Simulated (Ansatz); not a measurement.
# Two self-consistent states of Gd

An SCF can end in more than one state. Here Gd, a database structure at a slightly changed volume, is run from each state found earlier: which lies lowest, and what else changes?

Method: DFT, r2SCAN, plane waves, PAW, in Ansatz 0.2.0.

### Step 1. The system as given

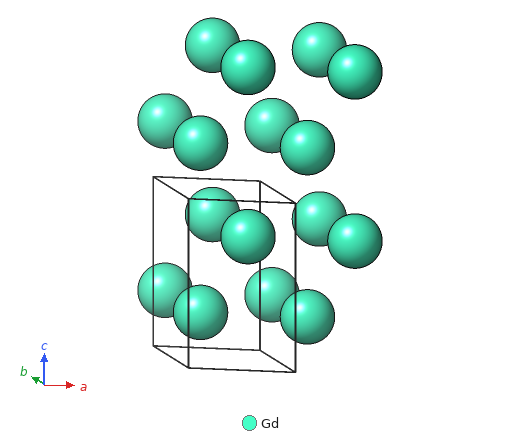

The cell, seen slightly off an axis (gadolinium teal). 2×2×2 cells are drawn.

Symmetry: P6_3/mmc, No. 194, hexagonal system. The conventional cell has a = 3.685 Å, b = 3.685 Å, c = 5.860 Å, α = 90.00°, β = 90.00°, γ = 120.00°. Gd (site symmetry -6m2) is surrounded by 12 Gd at 3.62 to 3.68 Å.

The coordinates stand in the input below.

The states: A, Gd1 up, Gd2 down (collinear spin); B, Gd1 up, Gd2 up (collinear spin). Each run reads its own saved solution as saved_state.

### Step 2. State A: the run

File input.yaml:

```yaml
crystal:
  lattice:
    - [3.68471442, 0.0, 0.0]
    - [-1.84235721, 3.19105795, 0.0]
    - [0.0, 0.0, 5.86007415]
  atoms:
    - { symbol: Gd, position: [0.33333, 0.66667, 0.25], spin: 7.0 }
    - { symbol: Gd, position: [0.66666, 0.33333, 0.75], spin: -7.0 }
kpoints:
  mp_grid: { grid: [7, 7, 4], shift: [0, 0, 0] }
magnetization:
  spin_polarized: true
scf:
  occupations: { method: fermi_dirac }
  lower_state_search: "off"
  max_iter: 200
hamiltonian:
  pseudopotentials: { kind: paw }
  xc: r2scan
basis:
  ecutwfc: 500
  fft_grid_basis: typed
output:
  forces: true
  stress: true
  eigenvalues: true
  bader: true
  populations: true
  elf: true
  write_potential: true
  volumetric_format: npy
  dos:
    e_range: [-12, 8]
    de: 0.05
    projected: { site_lists: { Gd: [Gd] } }
checkpoint:
  read: saved_state
```

Standard output (excerpt; [...] marks lines left out):

```text
Warning: the atoms were moved onto the symmetric positions of the space group found under crystal.symmetry.tolerance 1.0e-5 (fractional; no operation is sought that the atoms, as they stand in a round, miss by more than twice it, and no atom is moved by as much as it), and the run uses [...]
Warning: RAYON_NUM_THREADS=1 ignored (pool sized by the plan → 1); use --threads N
Gd: projections on atomic orbitals take those of the free atom [Kr 4d10] 4f7 5s2 5p6 5d1 6s2, of charge +0.00 (hamiltonian.pseudopotentials.projection_atoms); the dataset's partial waves leave at most 2.5e-4 of an orbital's norm unspanned inside its sphere
[...]
Pseudopotentials: kind: paw
Pseudopotential: Gd, paw, valence charge 18, recommended cutoff 500 eV (meta_gga), Gd.paw.azcp
Functional definition: r2SCAN
[...]
Crystal: 2 atoms, lattice volume = 68.904 Å³
Basis set: ecut = 500 eV, 1785 PW (Γ), exchange–correlation on 108×108×180 points (64 copies of the dense FFT grid, shifted against one another)
Bands: 30, of which v1, the nominal top of the filled ones, is band 18 counted from 1 (17 counted from 0)
Symmetry: 12 space group operations
Space group: P-6m2 (ITA 187), of the structure as read, at distance tolerance 4.1e-5 Å
Magnetic group: BNS 194.267 (UNI 1497), of the structure as read, at distance tolerance 4.1e-5 Å
k-points: 24 of 196 (time reversal used)
[...]
Starting moments: Σ|m| = 14 μB on 2 of 2 sites; this step starts from the density that it was given
[...]
SCF iter   8: F=-18692.371546 eV  HF=-18692.371545 eV  |F-HF|=7.60e-7  |Δ(HF+E_count)|=   1.54e-6  Δρ=1.19e-5 (↑1.19e-5 ↓1.19e-5)  dr2=8.86e-8  dr2_τ=2.80e-9  dr2_m=7.49e-8  M=0.000 μB ∫|m|=15.784 μB  ethr=1.25e-10  ⟨swp⟩=10.9  Hψ=9759  notcnv=0
[...]
this state was not tested for a lower state beside it, because the mixer in use, unlike msr1, does not test its closes by its own steps (another_mixer; see scf.mixing.algorithm and scf.lower_state_search)
SCF converged after 8 iterations
Magnetization: 0.0000 μB (18.0000 up, 18.0000 down)
Absolute magnetization: 15.7840 μB (∫|ρ↑−ρ↓|, with the PAW one-centre terms)
Spin contamination: 7.7000 ħ² per cell (⟨S²⟩ above its minimum at these occupations)
Per-site moments (μB) at R_I (Å): [(7.514486442161044, 1.4936160999202561), (-7.514486326916024, 1.4936160999202561)]
Free energy (F): -18692.371546 eV
[...]
E sigma→0 (E₀):  -18692.330177 eV
Entropy (-TS):   -0.082737 eV (-41.369 meV/atom)
Fermi energy:    11.781916 eV
[...]
--- Forces (eV/Å), atoms counted from 1 ---
  atom   1  Gd     0.00000000     0.00000000     0.00000000
  atom   2  Gd     0.00000000    -0.00000000     0.00000000
[...]
--- Stress (GPa, compression-positive) ---
       -1.665604       0.000000      -0.000000
        0.000000      -1.665604      -0.000000
       -0.000000      -0.000000       1.075905
  P = ⅓ Tr σ = -0.7518 GPa (-7.518 kbar)
--- Band table (eV; the first three rows and the last of 48) ---
[...]
--- Löwdin populations: 2 sites ---
  site symbol       q [e]    m [muB]
     0     Gd     17.9293     7.8105
     1     Gd     17.9293    -7.8105
  spilling = 0.003930 (of n_electrons = 36.000000)
--- Bader charges: 2 sites ---
  site symbol  charge [e]  shift [e]    m [muB]
     0     Gd      0.0000     0.0000     7.8118
     1     Gd      0.0000     0.0000    -7.8118
  estimated error of the sums over rays = 2.0e-4 e
```

It took 34 s on 1 thread, shared host; peak memory 0.59 GiB.

### Step 3. What state A looks like

Counts of states in windows (eV from the Fermi level; tetrahedra), total and projected:

| from | to | total | up | down | Gd s | Gd d | Gd f |
| --- | --- | --- | --- | --- | --- | --- | --- |
| -6.0 | -5.0 | 14.00 | 7.00 | 7.00 | 0.00 | 0.01 | 14.00 |
| -5.0 | -4.0 | 0.15 | 0.08 | 0.08 | 0.13 | 0.01 | 0.00 |
| -4.0 | -3.0 | 0.42 | 0.21 | 0.21 | 0.32 | 0.08 | 0.00 |
| -3.0 | -2.0 | 0.96 | 0.48 | 0.48 | 0.43 | 0.49 | 0.00 |
| -2.0 | -1.0 | 1.96 | 0.98 | 0.98 | 0.42 | 1.46 | 0.01 |
| -1.0 | 0.0 | 2.26 | 1.13 | 1.13 | 0.16 | 1.93 | 0.04 |
| 0.0 | 1.0 | 2.89 | 1.45 | 1.45 | 0.13 | 2.32 | 0.28 |
| 1.0 | 2.0 | 15.95 | 7.97 | 7.97 | 0.16 | 2.69 | 12.84 |

The bands computed are complete only to about 2.3 eV above the Fermi level.

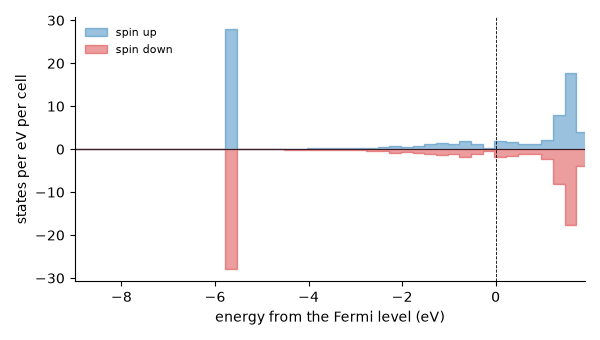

Density of states by spin, in bins of 0.25 eV.

By element, from the tables in the log (a charge is positive for electrons lost): Löwdin charges also hold the electrons that the projection spills.

| element | atoms | Bader charge (e) | Bader volume (Å³) | Löwdin charge (e) | Bader moment, size (μB) |
| --- | --- | --- | --- | --- | --- |
| Gd | 2 | 0.00 | 34.5 | +0.07 | 7.81 |

Löwdin charges rest on a small set of atomic orbitals that misses 0.4 % of the electrons, so they need not add up to the cell's charge and can differ from Bader's even in sign.

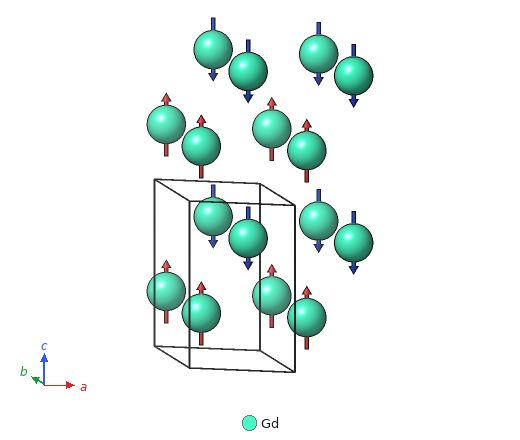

Site moments over 0.3 μB, as arrows (short ones can be hidden in their spheres; values hang on how the density is shared out, so they can differ from the log's spheres): up red, down blue; without spin-orbit coupling their axis is free, so they are drawn up the page.

### Step 4. Run from state B

input.yaml: that of step 2 with these lines changed.

```diff
@@ -7,5 +7,19 @@
     - { symbol: Gd, position: [0.33333, 0.66667, 0.25], spin: 7.0 }
-    - { symbol: Gd, position: [0.66666, 0.33333, 0.75], spin: -7.0 }
+    - { symbol: Gd, position: [0.66666, 0.33333, 0.75], spin: 7.0 }
 kpoints:
   mp_grid: { grid: [7, 7, 4], shift: [0, 0, 0] }
+  band_path:
+    path:
+      - [0.0, 0.0, 0.0]
+      - [0.5, 0.0, 0.0]
+      - [0.33333333, 0.33333333, 0.0]
+      - [0.0, 0.0, 0.0]
+      - [0.0, 0.0, 0.5]
+      - [0.5, 0.0, 0.5]
+      - [0.33333333, 0.33333333, 0.5]
+      - [0.0, 0.0, 0.5]
+      - [0.5, 0.0, 0.5]
+      - [0.5, 0.0, 0.0]
+      - [0.33333333, 0.33333333, 0.5]
+    npoints: 6
 magnetization:
```

Standard output (excerpt; [...] marks lines left out):

```text
Warning: the atoms were moved onto the symmetric positions of the space group found under crystal.symmetry.tolerance 1.0e-5 (fractional; no operation is sought that the atoms, as they stand in a round, miss by more than twice it, and no atom is moved by as much as it), and the run uses [...]
Warning: RAYON_NUM_THREADS=1 ignored (pool sized by the plan → 1); use --threads N
Gd: projections on atomic orbitals take those of the free atom [Kr 4d10] 4f7 5s2 5p6 5d1 6s2, of charge +0.00 (hamiltonian.pseudopotentials.projection_atoms); the dataset's partial waves leave at most 2.5e-4 of an orbital's norm unspanned inside its sphere
[...]
Pseudopotentials: kind: paw
Pseudopotential: Gd, paw, valence charge 18, recommended cutoff 500 eV (meta_gga), Gd.paw.azcp
Functional definition: r2SCAN
[...]
Crystal: 2 atoms, lattice volume = 68.904 Å³
Basis set: ecut = 500 eV, 1785 PW (Γ), exchange–correlation on 108×108×180 points (64 copies of the dense FFT grid, shifted against one another)
[...]
Spin contamination: 0.0715 ħ² per cell (⟨S²⟩ above its minimum at these occupations)
Per-site moments (μB) at R_I (Å): [(7.58718660382565, 1.4936160999202561), (7.587186603825653, 1.4936160999202561)]
Free energy (F): -18692.496297 eV
[...]
E sigma→0 (E₀):  -18692.475491 eV
Entropy (-TS):   -0.041612 eV (-20.806 meV/atom)
Fermi energy:    11.827296 eV
[...]
--- Forces (eV/Å), atoms counted from 1 ---
  atom   1  Gd    -0.00000000     0.00000000     0.00000000
  atom   2  Gd     0.00000000    -0.00000000    -0.00000000
[...]
--- Stress (GPa, compression-positive) ---
       -1.030144       0.000000      -0.000000
        0.000000      -1.030144      -0.000000
       -0.000000      -0.000000       0.116530
  P = ⅓ Tr σ = -0.6479 GPa (-6.479 kbar)
--- Band table (eV; the first three rows and the last of 48) ---
[...]
--- Löwdin populations: 2 sites ---
  site symbol       q [e]    m [muB]
     0     Gd     17.9241     7.9186
     1     Gd     17.9241     7.9186
  spilling = 0.004216 (of n_electrons = 36.000000)
--- Bader charges: 2 sites ---
  site symbol  charge [e]  shift [e]    m [muB]
     0     Gd      0.0000     0.0000     7.9487
     1     Gd      0.0000     0.0000     7.9487
  estimated error of the sums over rays = 1.9e-4 e
```

It took 38 s on 1 thread, shared host; peak memory 0.59 GiB.

### Step 5. What state B looks like

Counts of states in windows (eV from the Fermi level; tetrahedra), total and projected:

| from | to | total | up | down | Gd s | Gd d | Gd f |
| --- | --- | --- | --- | --- | --- | --- | --- |
| -6.0 | -5.0 | 14.02 | 14.02 | 0.00 | 0.02 | 0.01 | 13.98 |
| -5.0 | -4.0 | 0.15 | 0.15 | 0.00 | 0.13 | 0.01 | 0.00 |
| -4.0 | -3.0 | 0.40 | 0.33 | 0.07 | 0.28 | 0.09 | 0.00 |
| -3.0 | -2.0 | 1.05 | 0.84 | 0.21 | 0.44 | 0.57 | 0.00 |
| -2.0 | -1.0 | 1.91 | 1.17 | 0.74 | 0.37 | 1.46 | 0.01 |
| -1.0 | 0.0 | 2.40 | 1.38 | 1.01 | 0.20 | 2.03 | 0.03 |

The bands computed are complete only to about 1.0 eV above the Fermi level.

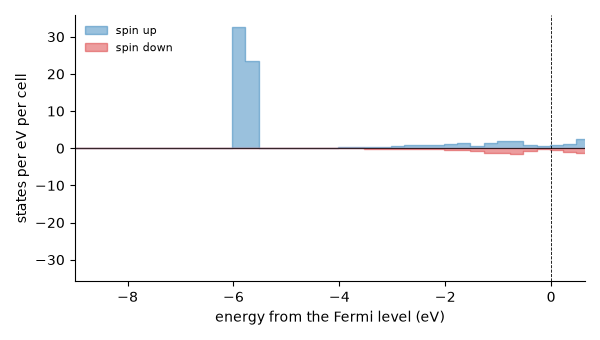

Density of states by spin, in bins of 0.25 eV.

By element, from the tables in the log (a charge is positive for electrons lost): Löwdin charges also hold the electrons that the projection spills.

| element | atoms | Bader charge (e) | Bader volume (Å³) | Löwdin charge (e) | Bader moment, size (μB) |
| --- | --- | --- | --- | --- | --- |
| Gd | 2 | 0.00 | 34.5 | +0.08 | 7.95 |

The Löwdin projection spills 0.4 % of the electrons and depends on the orbitals chosen; where it disagrees with Bader's partition, neither is an observable.

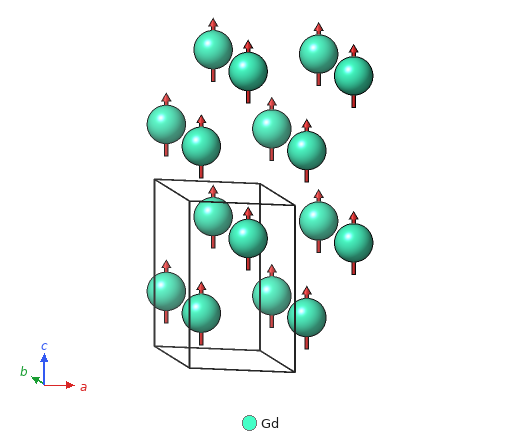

Site moments over 0.3 μB, as arrows (short ones can be hidden in their spheres; values hang on how the density is shared out, so they can differ from the log's spheres): up red, down blue; without spin-orbit coupling their axis is free, so they are drawn up the page.

### Step 6. Results

| state | free energy (meV/atom) | largest site moment (μB) | size of the net moment (μB/cell) | gap (eV) | pressure (GPa) | largest force (eV/Å) | SCF cycles |
| --- | --- | --- | --- | --- | --- | --- | --- |
| A | 62.4 | 7.51 | 0.00 | metal | -0.8 | 0.00 | 8 |
| B | 0.0 | 7.59 | 15.90 | metal | -0.6 | 0.00 | 10 |

State B wins by 62.4 meV per atom over A. Every run converged, so convergence alone does not show that a state is the lowest.

Limits of this run: an open f shell without a U or exact exchange, whose levels then sit too near the Fermi level.
